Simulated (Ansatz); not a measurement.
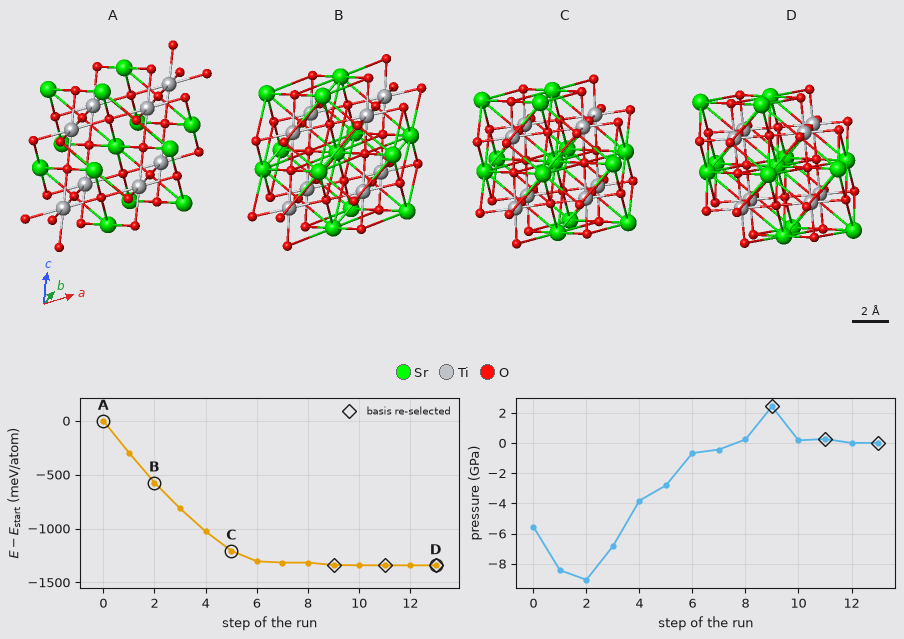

Frames of a relaxation of a crystal of SrTiO$_{3}$ (a generated structure, set up in R-3m) (coarse preliminary run), marked on the history of the run. A ball-and-stick model of the cell of the calculation, seen slightly off an axis.

Theory: DFT PBE, scalar-relativistic, plane waves, PAW (Ansatz 0.2.0). (plane-wave cutoff 420 eV; k-point mesh 6 × 6 × 6; occupations gaussian; smearing width 0.1 eV; collinear spin; cell and atoms relaxed; force threshold 0.04 eV/Å; at most 70 steps)

**What happens along the run?**

No atom moves by more than 0.005 Å relative to the cell. Cell: a = b = c 4.403 → 3.936 Å (−10.6 %), α 68.2° → 90.0°, β 68.2° → 90.0°, γ 68.2° → 90.0°. Volume −13.9 %. Among the contacts that change: Sr–Ti 5.032 → 3.409 Å, O–Sr 3.645 → 2.784 Å, O–Sr 2.470 → 2.783 Å, O–Ti 2.201 → 1.968 Å. New bonds form, among them: O–Sr (3.64 → 2.78 Å). Bond angles that change, for instance: O–Ti–O 68.2° → 90.0°, O–Ti–O 111.8° → 90.0°. The space group (tolerance 0.01 Å) goes from R-3m (No. 166) to Pm-3m (No. 221). The energy falls by 1341 meV per atom in 10 accepted moves (13 points after the start). All forces vanish by symmetry, so only the cell relaxes. The pressure goes from −5.54 to 0.02 GPa. The SCF was repeated 3 times at an unchanged geometry on a basis and grid sized afresh for the cell, which shifted the energy by 22.6 meV per atom at most. The program noted that the starting moments weren't kept. From step 0 to 2: volume −3.5 %, energy −573 meV per atom. From step 2 to 5: volume −9.2 %, energy −632 meV per atom. From step 5 to 13: volume −1.8 %, energy −136 meV per atom.

```json
{"step": "0", "E − E(0), meV/atom": "0.00", "pressure, GPa": "-5.54", "volume, Å³/atom": "14.174", "note": ""}
{"step": "1", "E − E(0), meV/atom": "-294.52", "pressure, GPa": "-8.42", "volume, Å³/atom": "13.986", "note": ""}
{"step": "2", "E − E(0), meV/atom": "-572.74", "pressure, GPa": "-9.06", "volume, Å³/atom": "13.675", "note": ""}
{"step": "3", "E − E(0), meV/atom": "-812.72", "pressure, GPa": "-6.83", "volume, Å³/atom": "13.161", "note": ""}
{"step": "4", "E − E(0), meV/atom": "-1026.51", "pressure, GPa": "-3.82", "volume, Å³/atom": "12.680", "note": ""}
{"step": "5", "E − E(0), meV/atom": "-1204.96", "pressure, GPa": "-2.80", "volume, Å³/atom": "12.424", "note": ""}
{"step": "6", "E − E(0), meV/atom": "-1303.73", "pressure, GPa": "-0.66", "volume, Å³/atom": "12.142", "note": ""}
{"step": "7", "E − E(0), meV/atom": "-1315.65", "pressure, GPa": "-0.43", "volume, Å³/atom": "12.073", "note": ""}
{"step": "8", "E − E(0), meV/atom": "-1315.84", "pressure, GPa": "0.24", "volume, Å³/atom": "12.033", "note": ""}
{"step": "9", "E − E(0), meV/atom": "-1338.45", "pressure, GPa": "2.43", "volume, Å³/atom": "12.033", "note": "same geometry, new basis"}
{"step": "10", "E − E(0), meV/atom": "-1340.59", "pressure, GPa": "0.18", "volume, Å³/atom": "12.181", "note": ""}
{"step": "11", "E − E(0), meV/atom": "-1341.21", "pressure, GPa": "0.27", "volume, Å³/atom": "12.181", "note": "same geometry, new basis"}
{"step": "12", "E − E(0), meV/atom": "-1341.18", "pressure, GPa": "0.01", "volume, Å³/atom": "12.199", "note": ""}
{"step": "13", "E − E(0), meV/atom": "-1341.27", "pressure, GPa": "0.02", "volume, Å³/atom": "12.199", "note": "same geometry, new basis"}
```
